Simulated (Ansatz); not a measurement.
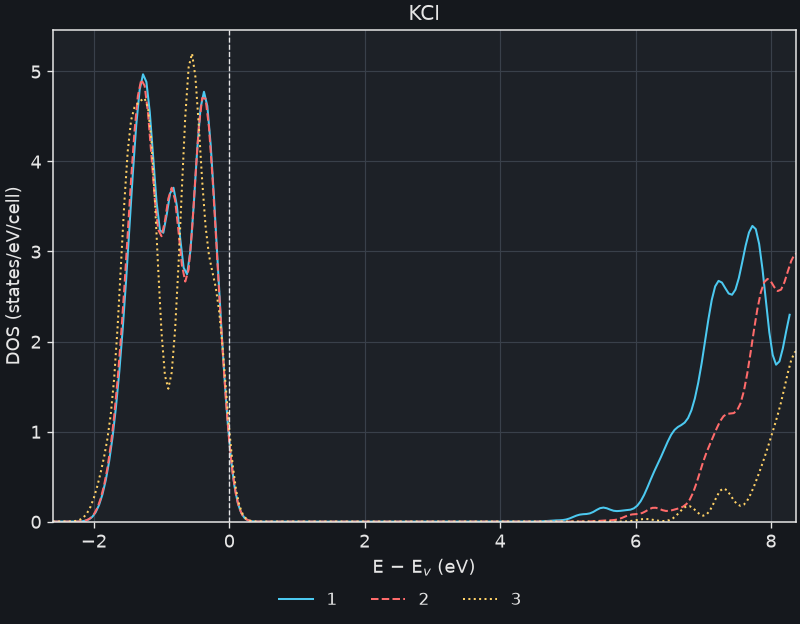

Total densities of states of KCl, space group P4/mmm, 2 atoms in the cell, uniaxial (x) strain +3.3%, by three methods on the same cell. The curves are built from the levels of the k mesh with Gaussians 0.3 eV wide, which also blur the band edges. Each is counted from its own valence-band top.

Which curve is which? The methods: HSE06, PBE, r2SCAN.

Answer. 1 is PBE; 2 is r2SCAN; 3 is HSE06. PBE gives a gap of 4.82 eV, r2SCAN gives a gap of 5.58 eV and HSE06 gives a gap of 6.15 eV.

Settings. PBE: DFT, PBE, plane waves, PAW, no spin polarisation, 8×8×8 k mesh, 420 eV cutoff (Ansatz 0.2.0). r2SCAN: DFT, r2SCAN, plane waves, PAW, no spin polarisation, 8×8×8 k mesh, 500 eV cutoff (Ansatz 0.2.0). HSE06: DFT, HSE06, plane waves, PAW, no spin polarisation, 6×6×6 k mesh, 420 eV cutoff (Ansatz 0.2.0).
